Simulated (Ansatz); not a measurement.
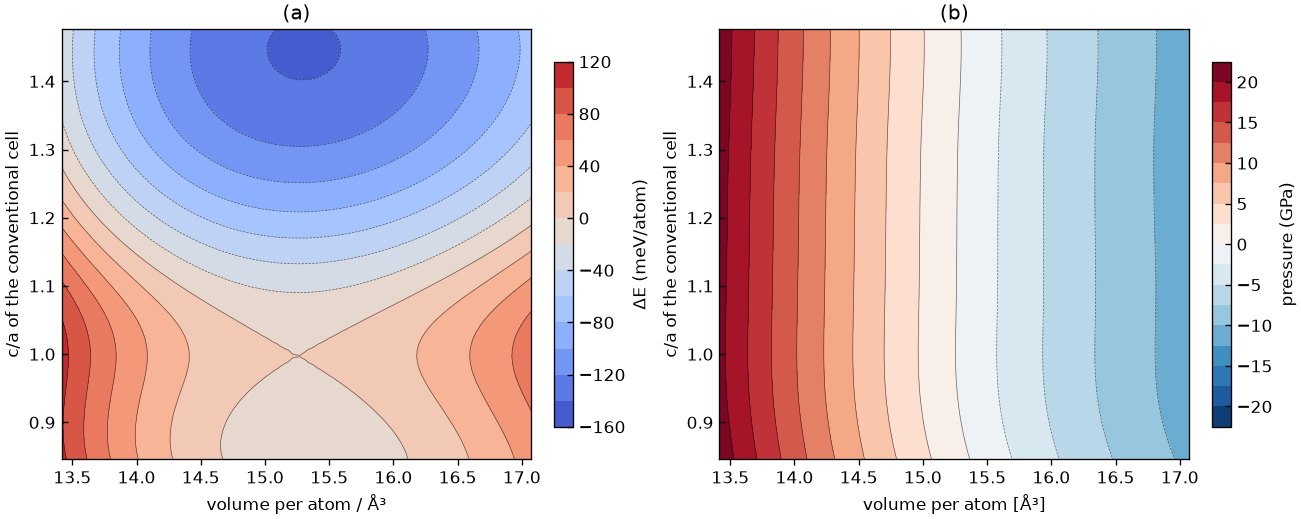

TiAl (Pm-3m, No. 221; 2 atoms in the cell). 
- The energy is mapped over volume and the cell's shape.
- First axis: volume per atom. Second axis: c/a of the conventional cell.
- Nothing is relaxed (symmetry fixes all fractional coordinates).
- The grid has 9 × 11 points.
- Points are written as (first, second).
- Energies are in meV/atom, from the relaxed crystal.
- The calculation used DFT LDA, scalar-relativistic, plane waves, PAW in Ansatz 0.2.0. Settings: cutoff 520 eV, k-mesh 16×16×16, gaussian smearing 0.15 eV, no spin polarisation.

Panel (a) is the energy; panel (b) is the computed pressure, in GPa.

The picture shows filled contours. Between grid points the surface is interpolated.

**How does the pressure vary over the map, and what is it at the lowest grid point?**

It runs from −11.3 GPa at (17.07 Å³, 1.321) to 21.7 GPa at (13.42 Å³, 0.846). At the lowest grid point, (15.25 Å³, 1.476), it is 0.4 GPa. That point lies on the edge of the scan.

| c/a of the conventional cell ↓, volume per atom → | 13.42 | 13.87 | 14.33 | 14.79 | 15.25 | 15.70 | 16.16 | 16.62 | 17.07 |
| --- | --- | --- | --- | --- | --- | --- | --- | --- | --- |
| 1.476 | 21.5 | 15.0 | 9.4 | 4.6 | 0.4 | −3.2 | −6.3 | −8.9 | −11.3 |
| 1.396 | 21.3 | 14.9 | 9.3 | 4.5 | 0.4 | −3.2 | −6.3 | −9.0 | −11.3 |
| 1.321 | 21.1 | 14.7 | 9.1 | 4.4 | 0.2 | −3.3 | −6.4 | −9.0 | −11.3 |
| 1.249 | 21.0 | 14.6 | 9.0 | 4.3 | 0.2 | −3.4 | −6.4 | −9.1 | −11.3 |
| 1.182 | 20.9 | 14.5 | 9.0 | 4.3 | 0.2 | −3.4 | −6.4 | −9.0 | −11.3 |
| 1.118 | 20.8 | 14.4 | 8.9 | 4.2 | 0.1 | −3.4 | −6.4 | −9.0 | −11.2 |
| 1.057 | 20.7 | 14.4 | 8.9 | 4.2 | 0.1 | −3.4 | −6.4 | −9.0 | −11.2 |
| 1.000 | 20.7 | 14.3 | 8.8 | 4.1 | 0.1 | −3.4 | −6.4 | −9.0 | −11.3 |
| 0.946 | 20.8 | 14.4 | 8.9 | 4.2 | 0.2 | −3.3 | −6.4 | −8.9 | −11.2 |
| 0.895 | 21.2 | 14.8 | 9.3 | 4.6 | 0.5 | −3.1 | −6.1 | −8.7 | −10.9 |
| 0.846 | 21.7 | 15.3 | 9.8 | 5.1 | 1.0 | −2.6 | −5.6 | −8.3 | −10.5 |

PAW datasets: the set soft_1.
